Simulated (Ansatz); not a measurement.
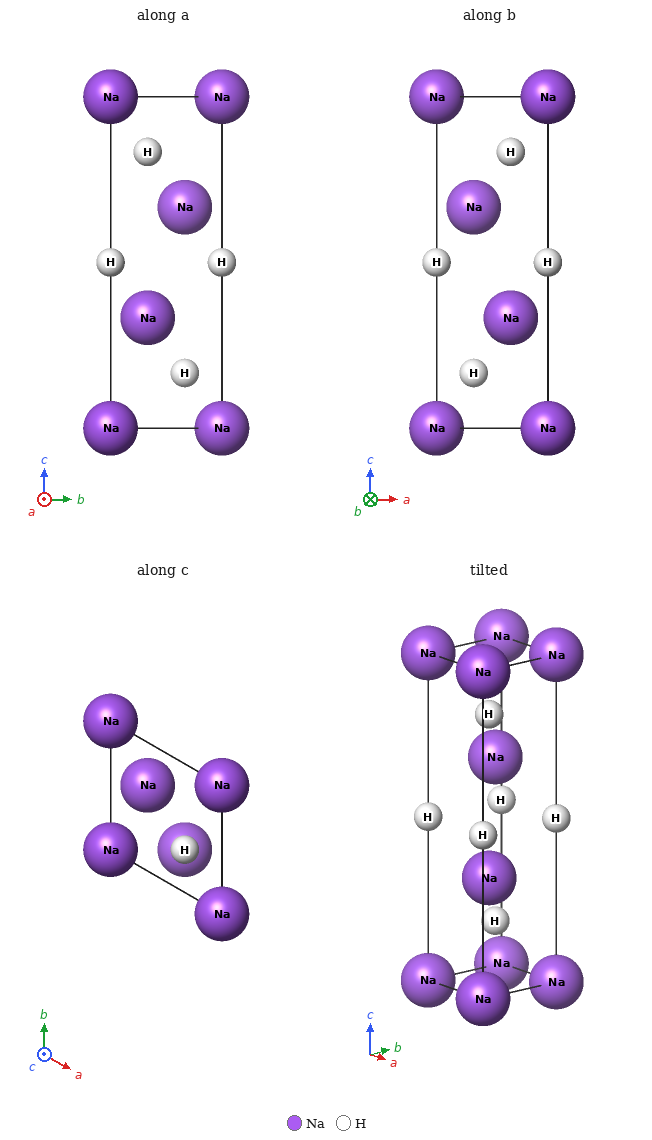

An orthographic spheres-only view of the structure, along the a axis, along the b axis, along the c axis and slightly off an axis. The parallelepiped is the conventional unit cell.

Lattice parameters: a = 3.3906 Å, b = 3.3906 Å, c = 8.7413 Å, α = 90.000°, β = 90.000°, γ = 120.000°.

Convert the drawing into a CIF with its space group and independent sites.

```cif
data_structure
_symmetry_space_group_name_H-M 'R -3 m :H'
_symmetry_Int_Tables_number 166
_cell_length_a 3.3906
_cell_length_b 3.3906
_cell_length_c 8.7413
_cell_angle_alpha 90.000
_cell_angle_beta 90.000
_cell_angle_gamma 120.000
_cell_volume 87.03
loop_
_atom_site_label
_atom_site_type_symbol
_atom_site_symmetry_multiplicity
_atom_site_Wyckoff_symbol
_atom_site_fract_x
_atom_site_fract_y
_atom_site_fract_z
_atom_site_occupancy
Na1 Na 3 a 0.0000 0.0000 0.0000 1
H1 H 3 b 0.3333 0.6667 0.1667 1
```

Starting structure: a structure type filled with these elements by a generator (whether the compound takes this form wasn't checked). The cell was then strained or its atoms displaced on purpose. It was the input of a calculation with Ansatz.
